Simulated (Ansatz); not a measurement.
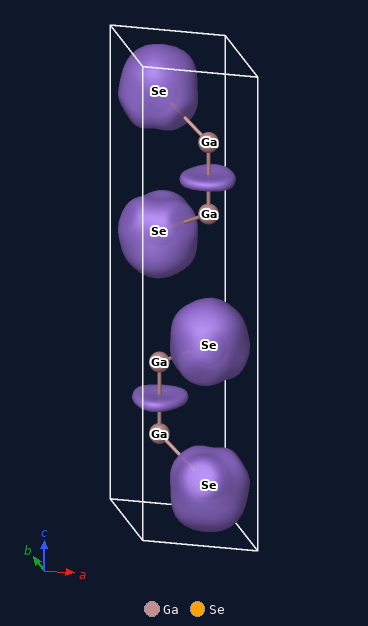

GaSe. Isosurface of the ELF at 0.65 (purple), seen at an oblique angle. Only the valence region is drawn (cores and ρ < 0.01 e/Å³ removed). Sticks mark near contacts.

Space group P6₃/mmc; started from the measured structure prototype, which need not be the ambient phase.

These are results of DFT, r2SCAN, plane waves, PAW in Ansatz 0.2.0, not measurements.

In a PAW calculation such maps are meaningful between the atoms, not at the nuclei.

What do the ELF domains correspond to?

Answer. The ELF exceeds this value in two regions between bonded Ga–Ga atoms (shared pairs) and four regions on Se in which the atom's valence shell and bonds are merged, counted in one cell of 8 atoms. Any copies at cell faces, edges or corners count once. Profiles from the grid: Ga–Ga (2.43 Å): the ELF peaks at about 0.75 between the atoms: localised, covalent bonding. Ga–Se (2.46 Å): the ELF is about 0.70 at the midpoint.

Does the calculation make it a metal, or give it a gap?

Answer. It is gapped, with a Kohn–Sham gap of 1.5 eV on the k-point mesh (the band edges may lie off the mesh, which would make the gap smaller).
